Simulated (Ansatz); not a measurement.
**PtS₂: band-structure calculation (part 2 of 2)**

PtS₂ (3 atoms in the cell); Hartree-Fock, plane waves, PAW, no spin polarisation (Ansatz 0.2.0); cutoff 420 eV, 6×6×6 k-mesh, fixed occupations. The structure was built on a prototype by a generator. The geometry comes from this level: r2scan-rvv10.

Geometry of the input (Å; fractional positions):
```
1.7644  1.0187  5.5230
-1.7644  1.0187  5.5230
0.0000  -2.0374  5.5230
Pt 0.0000  0.0000  0.0000
S  0.2583  0.2583  0.2583
S  0.7417  0.7417  0.7417
```

### Output, continued
```
--- Forces (eV/Å), atoms counted from 1 ---
  atom   1  Pt     0.00000000     0.00000000    -0.00000000
  atom   2  S      0.00000000    -0.00000000     0.28880338
  atom   3  S      0.00000000     0.00000000    -0.28880338
  max |Σ_I F_I| component: 4.63e-18 eV/Å
--- Stress (GPa, compression-positive) ---
        1.192396       0.000000       0.000000
        0.000000       1.192396      -0.000000
        0.000000      -0.000000       4.056740
  P = ⅓ Tr σ = 2.1472 GPa (21.472 kbar)
--- Band table (eV; the first three rows and the last of 32) ---
  k-point 0: bands = ["-109.8015", "-58.7810", "-58.7810", "-58.7154", "-13.6380", "-10.1971", "-3.0188", "-1.8852", "-1.8852", "0.3349", "0.3349", "2.8583", "6.3478", "6.3478", "6.8831", "16.4067", "16.4067", "19.2841", "20.1393"]
  k-point 1: bands = ["-109.8014", "-58.7877", "-58.7819", "-58.7125", "-13.1525", "-10.3718", "-2.6108", "-1.9302", "-1.4533", "-0.0177", "0.2705", "2.5017", "5.1618", "6.0693", "6.7153", "15.0333", "16.0423", "20.4897", "21.8161"]
  k-point 2: bands = ["-109.8013", "-58.8020", "-58.7836", "-58.7063", "-12.0038", "-10.6571", "-2.6608", "-1.2870", "-0.6447", "-0.2835", "0.0182", "1.9856", "3.4023", "4.8681", "5.2278", "15.1694", "15.9642", "20.1661", "22.3047"]
  k-point 31: bands = ["-109.8015", "-58.7811", "-58.7811", "-58.7151", "-13.3787", "-10.7899", "-2.2018", "-1.8773", "-1.8773", "0.3691", "0.3691", "4.1800", "4.2192", "6.1427", "6.1427", "16.6065", "16.6065", "19.8561", "22.1818"]
```

### File bands.tsv
```
# k_distance	band_0	band_1	band_2	band_3	band_4	band_5	band_6	band_7	band_8	band_9	band_10	band_11	band_12	band_13	band_14	band_15	band_16	band_17	band_18
# fermi_ev = 6.883075
# lock_threshold_ev = 1e-6
# [0, 0, 0] at k_distance = 0.000000
# [0.5, 0.5, 0.5] at k_distance = 0.568815
# [0.8106532212, 0.1893467788, 0.5] at k_distance = 1.675052
# [0.5, -0.1893467788, 0.1893467788] at k_distance = 2.079241
# [0.5, 0, 0] at k_distance = 2.753505
# [0.3446733894, -0.3446733894, 0] at k_distance = 3.396771
# [0.6553266106, 0, 0.3446733894] at k_distance = 3.782377
# [0.5, 0, 0.5] at k_distance = 4.335495
# [0.192708, 0.192708, 0.367188] at k_distance = 5.244041
# [0, 0.242188, -0.242188] at k_distance = 6.464602
# [0.25, 0.25, -0.5] at k_distance = 7.369083
# levels_relative_to = fermi_ev
# free_energy_ev = -14167.684177
# largest_residual_norms_ev = 2.248e-4 3.072e-3 3.346e-3 3.362e-3 8.025e-4 1.251e-3 1.935e-3 1.532e-3 1.543e-3 1.961e-3 1.980e-3 1.058e-3 1.096e-3 1.643e-3 1.570e-3 1.999e-3 2.933e-3 2.687e-3 2.270e-3
0.000000	-116.684624	-65.664062	-65.664062	-65.598475	-20.521042	-17.080183	-9.901827	-8.768262	-8.768262	-6.548130	-6.548130	-4.024812	-0.535234	-0.535234	0.000000	9.523631	9.523631	12.401015	13.256192
0.568815	-116.684617	-65.664144	-65.664144	-65.598127	-20.261765	-17.672952	-9.084881	-8.760410	-8.760410	-6.514009	-6.514009	-2.703080	-2.663843	-0.740406	-0.740406	9.723423	9.723423	12.972982	15.298680
1.675052	-116.684209	-65.683751	-65.679309	-65.585334	-17.778532	-17.724892	-8.968305	-8.855304	-8.049187	-6.825477	-5.958704	-5.930175	-4.013694	-3.168555	-2.449047	8.282250	8.775845	14.463179	14.791994
2.079241	-116.684209	-65.683751	-65.679309	-65.585334	-17.778532	-17.724892	-8.968305	-8.855304	-8.049187	-6.825477	-5.958704	-5.930175	-4.013694	-3.168555	-2.449047	8.282250	8.775845	14.463179	14.791994
2.753505	-116.684247	-65.692298	-65.667509	-65.586235	-18.285215	-17.509300	-10.159188	-7.997386	-7.779123	-6.245812	-5.776581	-5.495301	-4.034690	-3.150673	-3.087183	9.117484	9.200243	13.609990	13.645483
3.396771	-116.684213	-65.682813	-65.680438	-65.585246	-17.750958	-17.736781	-8.981527	-8.719351	-8.188859	-6.822236	-6.015760	-5.832231	-4.004752	-3.050144	-2.684164	8.193535	8.787602	14.237544	15.893707
3.782377	-116.684213	-65.682813	-65.680438	-65.585246	-17.750958	-17.736781	-8.981527	-8.719351	-8.188859	-6.822236	-6.015760	-5.832231	-4.004752	-3.050144	-2.684164	8.193535	8.787602	14.237544	15.893707
4.335495	-116.684228	-65.692113	-65.667444	-65.586630	-18.153929	-17.630846	-10.370640	-7.705298	-7.673300	-6.325925	-6.230151	-5.696092	-3.893137	-3.342286	-2.270802	9.869598	10.054866	11.499992	13.255992
5.244041	-116.684502	-65.671535	-65.665027	-65.595243	-19.882603	-17.477687	-9.329493	-8.702295	-8.286346	-6.922058	-6.698093	-4.313350	-1.833410	-0.954552	-0.384084	7.893532	9.332863	14.044380	15.242357
6.464602	-116.684256	-65.685630	-65.672861	-65.586790	-18.236096	-17.682984	-9.006332	-8.799119	-7.898310	-6.814523	-5.928283	-5.412425	-3.789999	-3.662450	-1.881574	7.349482	9.763835	14.749631	16.095514
7.369083	-116.684430	-65.678103	-65.665771	-65.592599	-19.338410	-17.649001	-9.379234	-8.300131	-7.816493	-7.198179	-7.034211	-4.853260	-2.072831	-1.455937	-0.786922	7.541544	9.334691	13.941543	15.544433
```

### File rho_z.tsv
```
# z_ang	rho[e/angstrom^3]
# format = ansatz-planar-average/11
# lattice	1.764442879	1.018701571	5.523047112
# lattice	-1.764442879	1.018701571	5.523047112
# lattice	0.000000000	-2.037403143	5.523047112
# sites	3
# site	78	0.000000000	0.000000000	0.000000000
# site	16	0.000000000	-0.000000000	4.279888696
# site	16	0.000000000	-0.000000000	12.289252641
0.000000	9.599968e-1
0.245286	9.394331e-1
0.490571	8.737154e-1
0.735857	7.623589e-1
0.981142	6.236522e-1
1.226428	4.887459e-1
1.471714	3.833698e-1
1.716999	3.168499e-1
1.962285	2.819720e-1
2.207571	2.647200e-1
2.452856	2.553593e-1
2.698142	2.498467e-1
2.943427	2.477750e-1
3.188713	2.498467e-1
3.433999	2.553593e-1
3.679284	2.647200e-1
3.924570	2.819720e-1
4.169856	3.168499e-1
4.415141	3.833698e-1
4.660427	4.887459e-1
4.905712	6.236522e-1
5.150998	7.623589e-1
5.396284	8.737154e-1
5.641569	9.394331e-1
```

### File v_z.tsv
```
# z_ang	v_es[eV]	v_tot[eV]
# format = ansatz-planar-average/11
# xc	hf
# density_cutoff_ev	1680
# datasets	Pt=:simpson_from_first_knot:soft:fock:shift=445324	S=:simpson_from_first_knot:soft:fock:shift=-209820
# lattice	1.764442879	1.018701571	5.523047112
# lattice	-1.764442879	1.018701571	5.523047112
# lattice	0.000000000	-2.037403143	5.523047112
# sites	3
# site	78	0.000000000	0.000000000	0.000000000
# site	16	0.000000000	-0.000000000	4.279888696
# site	16	0.000000000	-0.000000000	12.289252641
0.000000	9.469812e-1	9.469812e-1
0.245286	9.463827e-1	9.463827e-1
0.490571	1.090531e0	1.090531e0
0.735857	1.623452e0	1.623452e0
0.981142	2.601763e0	2.601763e0
1.226428	3.882072e0	3.882072e0
1.471714	5.221023e0	5.221023e0
1.716999	6.380659e0	6.380659e0
1.962285	7.254657e0	7.254657e0
2.207571	7.961905e0	7.961905e0
2.452856	8.669174e0	8.669174e0
2.698142	9.295945e0	9.295945e0
2.943427	9.556899e0	9.556899e0
3.188713	9.295945e0	9.295945e0
3.433999	8.669174e0	8.669174e0
3.679284	7.961905e0	7.961905e0
3.924570	7.254657e0	7.254657e0
4.169856	6.380659e0	6.380659e0
4.415141	5.221023e0	5.221023e0
4.660427	3.882072e0	3.882072e0
4.905712	2.601763e0	2.601763e0
5.150998	1.623452e0	1.623452e0
5.396284	1.090531e0	1.090531e0
5.641569	9.463827e-1	9.463827e-1
```

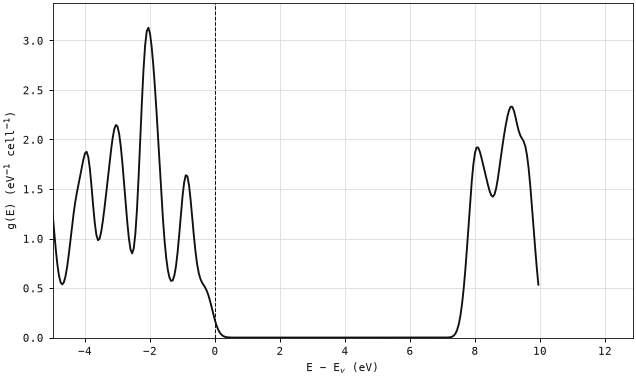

**Figure 1.** Density of states (the curve is built from the levels of the k mesh with Gaussians 0.4 eV wide, which also blur the band edges), with energies from the valence-band top. There is a gap of 7.75 eV on the k-point mesh. Small ripples come from the finite k-point mesh.

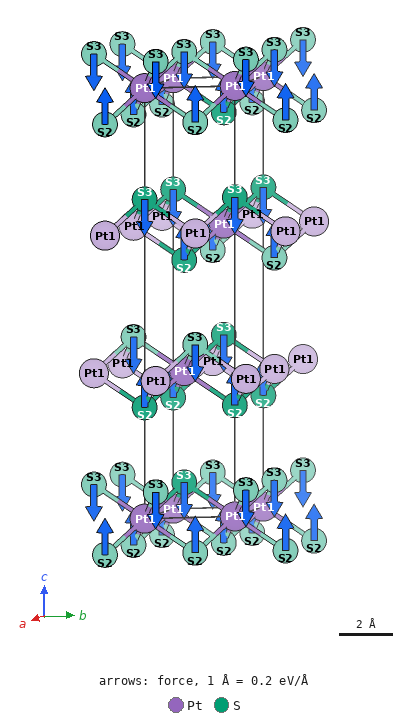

**Figure 2.** Forces on the atoms as blue arrows (ball-and-stick view of the cell 3 times as large as that of the calculation, set on its symmetry axes, seen slightly off an axis; neighbours outside the cell are drawn fainter; atoms are numbered from 1 in the order of the input). The largest act on S2, S3 (0.29 eV/Å). The geometry is not a stationary point of this energy.

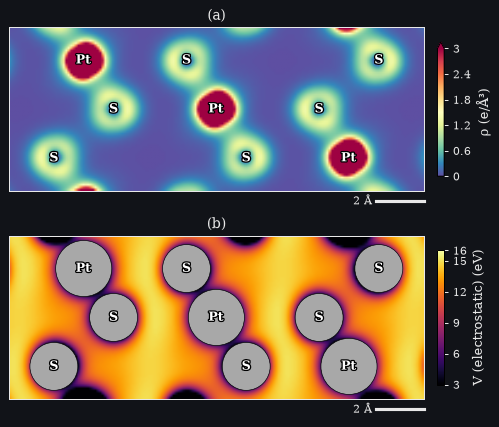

**Figure 3.** (a) valence charge density (pseudo); (b) electrostatic potential energy of an electron on the (110) plane of the conventional cell. Grey discs, where drawn, cover atomic cores. Pt–S (2.39 Å): ρ at the midpoint is about 0.71 e/Å³. Away from the nuclei the density in this plane falls to 0.007 e/Å³ at its lowest. Outside the cores the potential energy rises away from the atoms and is highest about 1.8 Å from the nearest atoms; outside the discs it spans about 12 eV, and its zero is arbitrary. In a PAW calculation such maps are meaningful between the atoms, not at the nuclei.

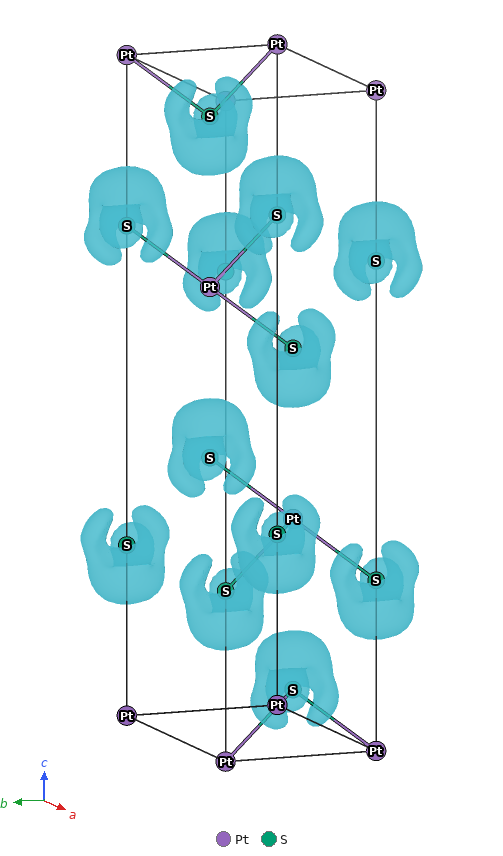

**Figure 4.** Isosurface of the ELF at 0.8 (cyan), seen at an oblique angle. Only the valence region is drawn (cores and ρ < 0.01 e/Å³ removed). Sticks mark near contacts. The outline is the cell set on symmetry axes. Values along the shortest contacts: Pt–S (2.39 Å): the ELF is about 0.55 at the midpoint.

### Results in brief

- outcome: converged
- space group (tolerance 0.01 Å): R-3m (166)
- electrons treated: 30
- free energy: −14167.6842 eV
- Fermi energy: 6.883 eV
- gap on the k-point mesh: 7.75 eV
- pressure: 2.15 GPa
- largest force (length of the vector): 0.289 eV/Å
- hardware: 2 threads of Arm Neoverse V1, 24 GiB of memory available, shared host
- wall time: 3.9 min (CPU time 7.1 min)
- peak memory: 2 GiB

### Remarks

The program warns: the exchange loop's threshold is looser than advised for the stress; the SCF threshold is looser than advised for the printed stress. Spin–orbit coupling is left out, which matters for Pt.
